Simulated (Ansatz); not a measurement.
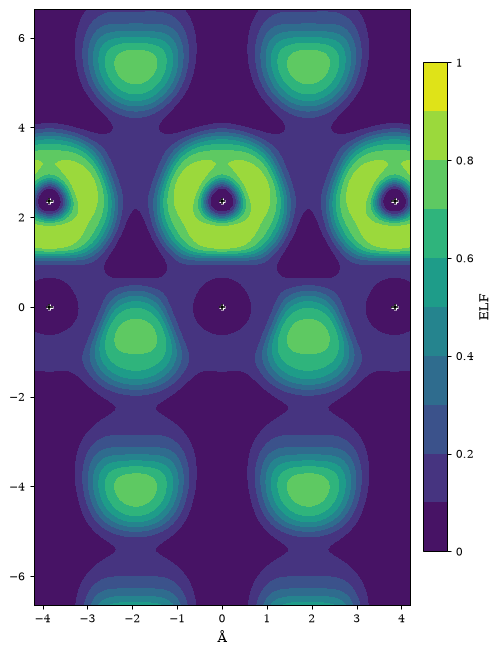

The electron localisation function on a plane through atoms (crosses mark nuclei in the plane).

The calculation used DFT r2SCAN, scalar-relativistic, plane waves, PAW in Ansatz 0.2.0.

Candidates:
A. Ge (slab), a = 4.07 Å, b = 4.07 Å, c = 25.81 Å, α = 90.00°, β = 90.00°, γ = 120.00°. Not relaxed (largest force 0.4 eV/Å).
B. ZnS, a = 3.85 Å, b = 3.85 Å, c = 12.59 Å, α = 90.00°, β = 90.00°, γ = 120.00°. Space group P6₃mc; changed on purpose from its base cell (volume × 1.03, shape and atoms relaxed); computed pressure about −2 GPa in this cell.
C. ScAl$_{3}$, a = 3.84 Å, b = 4.05 Å, c = 4.39 Å, α = 81.61°, β = 88.36°, γ = 87.18°. Space group P1; a structure from a database of computed crystals, not necessarily the ambient phase; computed pressure about 4 GPa in this cell.

Q: Which candidate gave the map?

A: Candidate B: ZnS on the (100) plane of the conventional cell, which holds Zn and S. Zn–S (2.36 Å): the ELF peaks at about 0.90 in the valence shell of S, 0.9 Å from its nucleus, and is about 0.60 at the midpoint.
